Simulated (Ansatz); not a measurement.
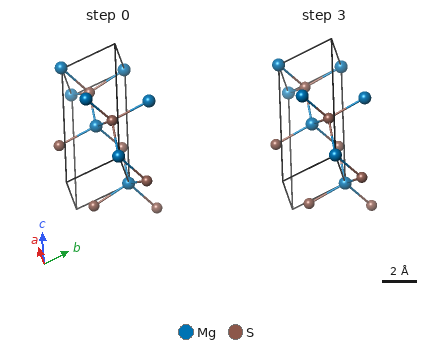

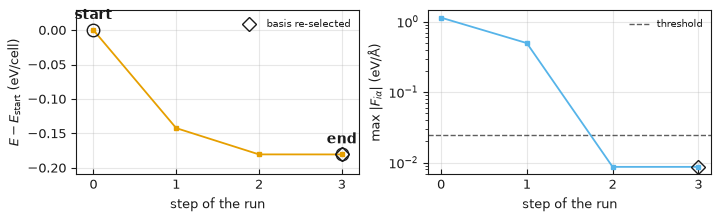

First and last geometry of a relaxation of crystalline MgS (set up in P1) (coarse preliminary run), with the history of the run. The picture is a ball-and-stick view of the cell of the calculation, reduced to other axes, seen from a free direction. Lengths and directions refer to the drawn axes.

Level of theory: Ansatz, DFT PBE, scalar-relativistic, plane waves, PAW.

Input
```yaml
crystal:
  lattice:
    - [0.0001650844, 2.8809479347, 2.770713823]
    - [2.8653522, 2.8802838084, 0.0008292107]
    - [-2.8247410728, 5.7191272788, -2.7281103169]
  atoms:
    - { symbol: Mg, position: [-0.0090470646, 0.0127846564, 1.0080946133] }
    - { symbol: Mg, position: [0.5009676049, 0.4882420321, 0.5056429869] }
    - { symbol: S, position: [0.3903928417, 0.3675414125, 0.8564236138] }
    - { symbol: S, position: [0.867686618, 0.881431899, 0.379838786] }
basis:
  ecutwfc: 420
kpoints:
  mp_grid: { grid: [6, 6, 6] }
hamiltonian:
  xc: pbe
scf:
  occupations: { method: gaussian, width: 0.1 }
  lower_state_search: "off"
output:
  forces: true
  stress: true
  eigenvalues: true
relax:
  adjacent_minimum: "off"
  f_tol: 0.025
  max_steps: 60
  cell: { stress_tol: 0.25 }
```

Run as
```bash
ansatz run input.yaml --threads 1 --pin off --max-ram 2560MiB --backend cpu --events-out ev --progress --plain --runs-dir out
```

Q: What do the curves and the structures tell?

A: It converged. The atom that moves furthest relative to the cell is S3 (0.13 Å along [1 −1 2]). Largest moves by element: S 0.13 Å, Mg 0.07 Å. Cell: a 3.985 → 4.024 Å (+1.0 %), b 3.997 → 4.023 Å (+0.6 %), c 6.802 → 6.967 Å (+2.4 %), α 75.0° → 73.7°, β 74.7° → 73.6°, γ 61.2° → 60.3°. Volume +2.4 %. Some distances before and after: Mg2–S3 2.276 → 2.468 Å, Mg1–S3 2.609 → 2.470 Å, Mg2–S4 2.398 → 2.468 Å, Mg1–S4 2.411 → 2.468 Å. Bond angles that change, for instance: S3–Mg1–S3 103.1° → 109.1°, Mg1–S3–Mg1 103.1° → 109.1°, Mg1–S3–Mg2 115.9° → 110.0°. Within 0.06 Å the space group is P1 at the start and I-4m2 at the end; at a tighter tolerance small leftover displacements or strains of the cell lower it. After 2 accepted moves (3 points after the start) the energy has fallen by 0.181 eV per cell of the calculation. Largest force component: 1.1 eV/Å at the start, 0.0087 eV/Å at the end. Pressure: 1.92 GPa at the start and −0.08 GPa at the end. At 1 point the geometry stayed and the basis and grid were re-selected for the new cell (energy shift of 0.1 meV per cell of the calculation at most each time). Cost: 38 s on 1 thread of Intel(R) Xeon(R) 6975P-C (Granite Rapids), with other jobs on the host, peak memory 0.54 GiB.

| step | E − E(0), meV/atom | largest force component, eV/Å | pressure, GPa | volume, Å³/atom | note |
| --- | --- | --- | --- | --- | --- |
| 0 | 0.00 | 1.1406 | 1.92 | 22.615 |  |
| 1 | -35.60 | 0.4964 | 0.85 | 22.835 |  |
| 2 | -45.14 | 0.0087 | -0.08 | 23.152 |  |
| 3 | -45.15 | 0.0087 | -0.08 | 23.152 | same geometry, new basis |
